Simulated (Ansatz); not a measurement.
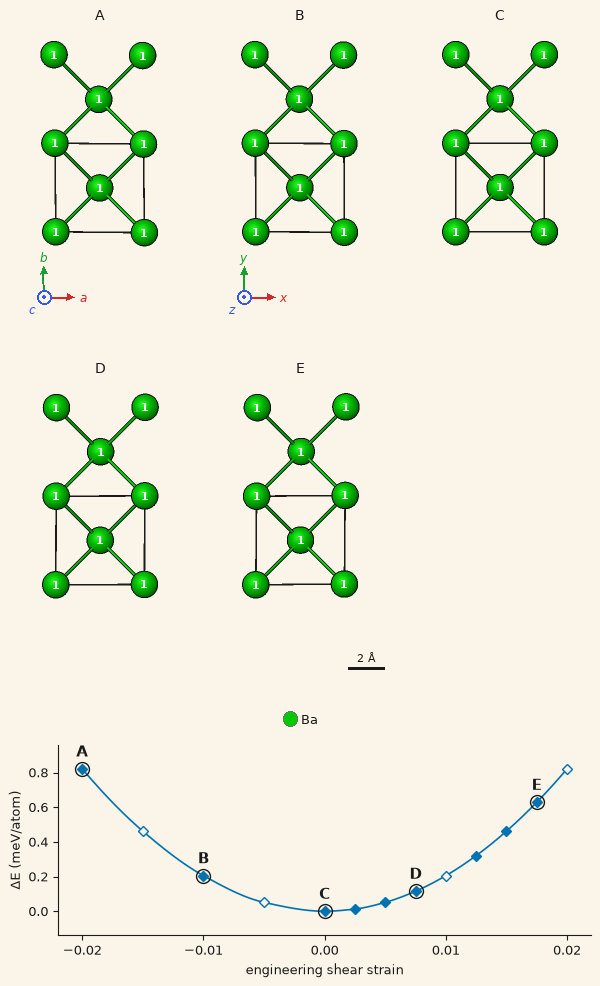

Crystalline Ba (Im-3m): the cell is strained in shear in the xy plane, with the atoms kept at their fractional coordinates. x, y and z are the Cartesian axes of the input. The lettered frames are marked on the plot. Hollow markers are points alike by symmetry, not computed again. A ball-and-stick model of the conventional cell (2 times the calculation's cell), repeated 1 × 2 × 2 with one cell outlined, seen along the c axis. Lengths and directions refer to the drawn axes.

Method: DFT PBE, scalar-relativistic, plane waves, PAW in Ansatz 0.2.0. Settings: plane-wave cutoff 420 eV; k-point mesh 18 × 18 × 18; occupations gaussian; smearing width 0.15 eV; no spin polarisation. Energies (free energies at the smearing named) are counted from the relaxed crystal.

### What does the scan show?

Of the computed points the lowest is at the strain 0.00, 0.00 meV/atom. At the ends of the scan the energy is 0.82 meV/atom (−0.02) and 0.82 meV/atom (0.02). The curvature at zero strain, (1/V) d²E/dε², is about 10 GPa; it is C₆₆ with clamped ions. The distortion takes the space group from Im-3m to Fmmm. At the strain −0.02 the cell of the drawing goes γ 90.0° → 91.1°.

The computed points:

```csv
engineering shear strain,ΔE (meV/atom)
−0.0200,0.82
−0.0150,0.46
−0.0100,0.21
−0.0050,0.05
0.0000,0.00
0.0025,0.01
0.0050,0.05
0.0075,0.12
0.0100,0.21
0.0125,0.32
0.0150,0.46
0.0175,0.63
0.0200,0.82
```

Points that are alike by symmetry were computed once.
